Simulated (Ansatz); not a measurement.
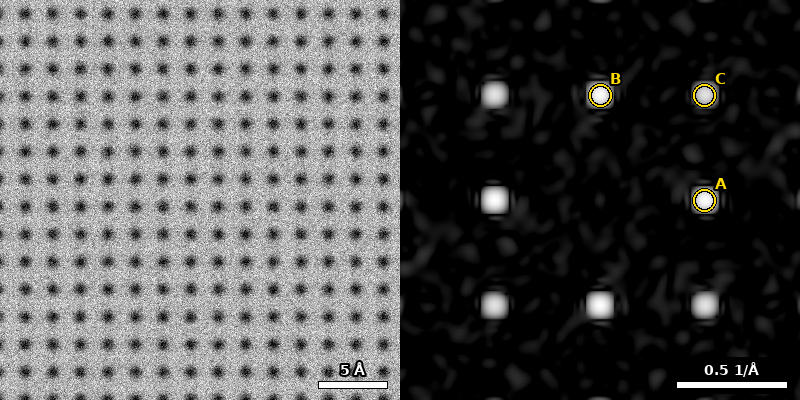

Phase-contrast TEM-like image of Ti (Fm-3m, No. 225) along [001]. Simulated in the weak-phase-object approximation with neutral-atom potentials: 300 kV, Cs = 40 µm, defocus −106 Å (negative is underfocus), defocus spread 15 Å, aperture 1.15 1/Å. Shot noise was added. Structure used: a calculation's starting geometry; the starting structure was generated, so it need not be a known form of this composition.

The right panel is the modulus of the image's Fourier transform on a logarithmic scale.

a = 4.133 Å, b = 4.133 Å, c = 4.133 Å, α = 90.00°, β = 90.00°, γ = 90.00°

Index the marked spots and give their plane spacings (the zone axis points at the viewer; indices equivalent by symmetry, or all signs reversed, are as good).

A: (-2 0 0), d = 2.07 Å; B: (0 -2 0), d = 2.07 Å; C: (-2 -2 0), d = 1.46 Å. A and B enclose 90°, and every spot obeys the zone law hu + kv + lw = 0 for [001].
